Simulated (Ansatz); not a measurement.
Si35Ge (cell with a defect)

```yaml
crystal:
  lattice:
    - [0.00000, 6.67061, 6.36502]
    - [-5.77692, -3.33531, 6.36502]
    - [5.77692, -3.33531, 6.36502]
  atoms:
    - { symbol: Ge, position: [0.24329, 0.57736, 0.24311] }
    - { symbol: Si, position: [0.57695, 0.57692, 0.90914] }
    - { symbol: Si, position: [0.24295, 0.24340, 0.57663] }
    - { symbol: Si, position: [0.24306, 0.91086, 0.90907] }
    - { symbol: Si, position: [0.57688, 0.24344, 0.24270] }
    - { symbol: Si, position: [0.90945, 0.57691, 0.57676] }
    - { symbol: Si, position: [0.90992, 0.24379, 0.90967] }
    - { symbol: Si, position: [0.57645, 0.91044, 0.57606] }
    - { symbol: Si, position: [0.90946, 0.91081, 0.24265] }
    - { symbol: Si, position: [0.29887, 0.63262, 0.63294] }
    - { symbol: Si, position: [0.63300, 0.63268, 0.29868] }
    - { symbol: Si, position: [0.29888, 0.29850, 0.96459] }
    - { symbol: Si, position: [0.29884, 0.96677, 0.29873] }
    - { symbol: Si, position: [0.63204, 0.29918, 0.63182] }
    - { symbol: Si, position: [0.96472, 0.63261, 0.96470] }
    - { symbol: Si, position: [0.96479, 0.29843, 0.29864] }
    - { symbol: Si, position: [0.63205, 0.96590, 0.96513] }
    - { symbol: Si, position: [0.96535, 0.96582, 0.63190] }
    - { symbol: Si, position: [0.37008, 0.70387, 0.37004] }
    - { symbol: Si, position: [0.70083, 0.70169, 0.03436] }
    - { symbol: Si, position: [0.36784, 0.36830, 0.70071] }
    - { symbol: Si, position: [0.36786, 0.03462, 0.03437] }
    - { symbol: Si, position: [0.70092, 0.36834, 0.36763] }
    - { symbol: Si, position: [0.03453, 0.70164, 0.70078] }
    - { symbol: Si, position: [0.03477, 0.36849, 0.03454] }
    - { symbol: Si, position: [0.70119, 0.03501, 0.70095] }
    - { symbol: Si, position: [0.03452, 0.03460, 0.36770] }
    - { symbol: Si, position: [0.42362, 0.75746, 0.75696] }
    - { symbol: Si, position: [0.75738, 0.75734, 0.42322] }
    - { symbol: Si, position: [0.42608, 0.42167, 0.08743] }
    - { symbol: Si, position: [0.42346, 0.09129, 0.42320] }
    - { symbol: Si, position: [0.75680, 0.42397, 0.75656] }
    - { symbol: Si, position: [0.08776, 0.76014, 0.08728] }
    - { symbol: Si, position: [0.08756, 0.42165, 0.42584] }
    - { symbol: Si, position: [0.75674, 0.09075, 0.08992] }
    - { symbol: Si, position: [0.09012, 0.09073, 0.75650] }
```

Level of theory: DFT PBE, scalar-relativistic, plane waves, PAW (Ansatz 0.2.0).

In a PAW calculation such maps are meaningful between the atoms, not at the nuclei.

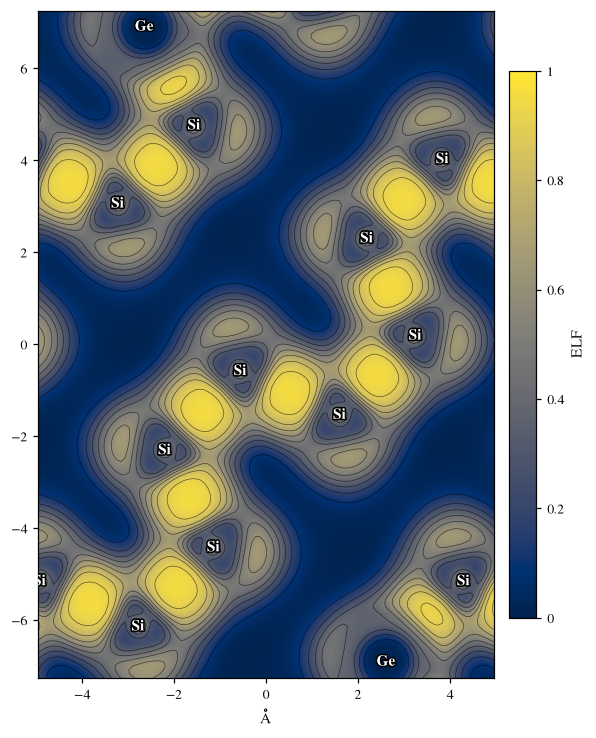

Figure 1. ELF on the (011̄) plane of the calculation cell.

Question: Interpret the plot.

Answer: The section cuts through Ge and Si sites. Si–Si (2.38 Å): the ELF peaks at about 0.95 between the atoms: localised, covalent bonding. Si–Ge (2.42 Å): the ELF peaks at about 0.90 between the atoms, as expected for a shared electron pair.

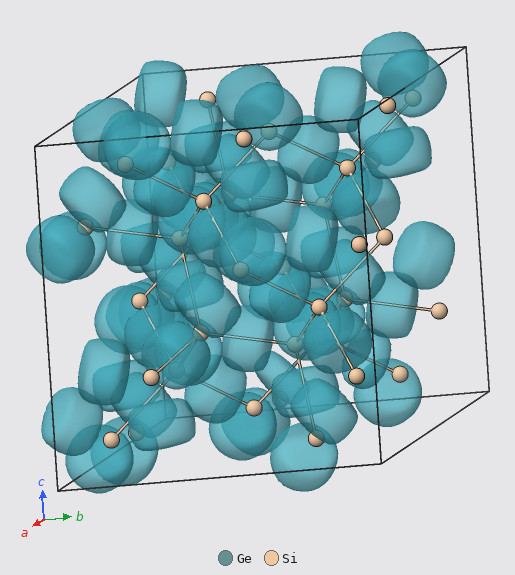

Figure 2. Isosurface of the electron localisation function at 0.7 (cyan), seen slightly off an axis. Only the valence region is drawn (cores and ρ < 0.01 e/Å³ removed). Sticks mark near contacts.

Question: Describe the localisation domains.

Answer: At this value the surface marks out four regions between bonded Ge–Si atoms (shared pairs) and 68 regions between bonded Si–Si atoms (shared pairs), counted in one cell of 36 atoms. Regions shared between cells count once. Along the contacts the grid gives the following. Si–Si (2.35 Å): the ELF peaks at about 0.95 between the atoms, as expected for a covalent bond. Si–Ge (2.40 Å): the ELF peaks at about 0.95 between the atoms: localised, covalent bonding.

Question: Does the calculation make it a metal, or give it a gap?

Answer: It is gapped, with a Kohn–Sham gap of 0.97 eV on the k-point mesh (the band edges may lie off the mesh, which would make the gap smaller).
